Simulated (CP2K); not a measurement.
System: Sb, space group Pm-3m (No. 221).

Starting cell:
```cif
data_structure
_symmetry_space_group_name_H-M 'P 1'
_symmetry_Int_Tables_number 1
_cell_length_a 3.1600
_cell_length_b 3.1600
_cell_length_c 3.1600
_cell_angle_alpha 90.000
_cell_angle_beta 90.000
_cell_angle_gamma 90.000
_cell_volume 31.55
loop_
_atom_site_label
_atom_site_type_symbol
_atom_site_fract_x
_atom_site_fract_y
_atom_site_fract_z
_atom_site_occupancy
Sb1 Sb 0.00000 0.00000 0.00000 1
```

Calculation (CP2K 2026.2): DFT in Gaussian orbitals with a plane-wave density, no spin polarisation; energies at scaled volumes of the given cell, shape and fractions fixed, counted from the fit's minimum, third-order Birch-Murnaghan fit. Level: PBE.

k mesh 8×8×8; occupations Fermi–Dirac; smearing width 0.05 eV; potentials GTH PBE with UZH TZVP basis; density cutoff 6123 eV; program settings ngrids 4, rel cutoff ry 60, cutoff ry 450, basis sets Sb TZVP-MOLOPT-PBE-GTH-q5.

What does the calculation give for the energy and pressure against volume? The volume takes the values 29.66, 30.29, 30.92, 31.55, 32.19, 32.82, 33.45 Å³/atom.

A third-order Birch–Murnaghan fit gives V0 = 30.66 Å³/atom, B0 = 56 GPa and B′ = 4.8. The energy is 6.07 meV/atom at volume 29.66 Å³/atom and 37.52 meV/atom at 33.45 Å³/atom; the lowest computed point is at volume 30.92 Å³/atom (0.39 meV/atom). The pressure falls from 2.01 GPa at volume 29.66 Å³/atom to −3.97 GPa at 33.45 Å³/atom, and changes sign near 30.67 Å³/atom.

```csv
volume (Å³/atom),energy (meV/atom),pressure (GPa)
29.66,6.07,2.01
30.29,0.79,0.70
30.92,0.39,-0.47
31.55,4.31,-1.50
32.19,12.09,-2.43
32.82,23.29,-3.24
33.45,37.52,-3.97
```

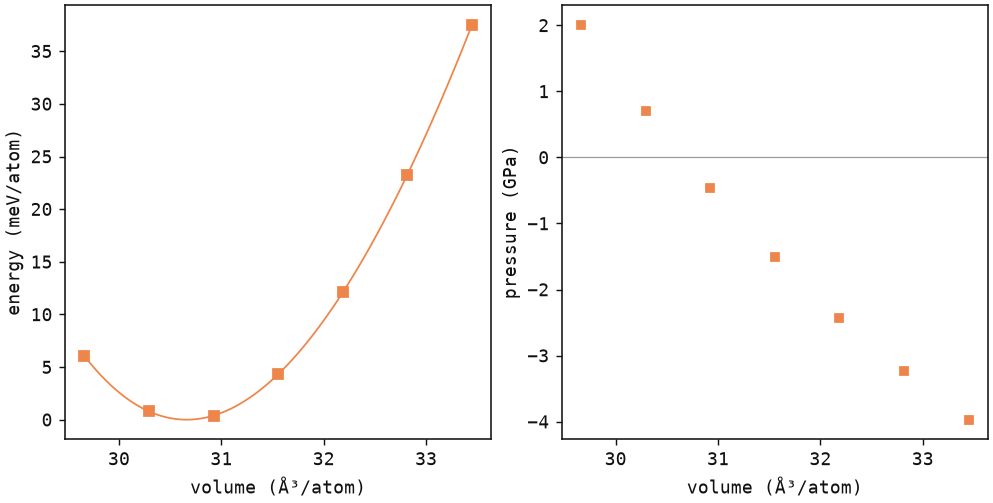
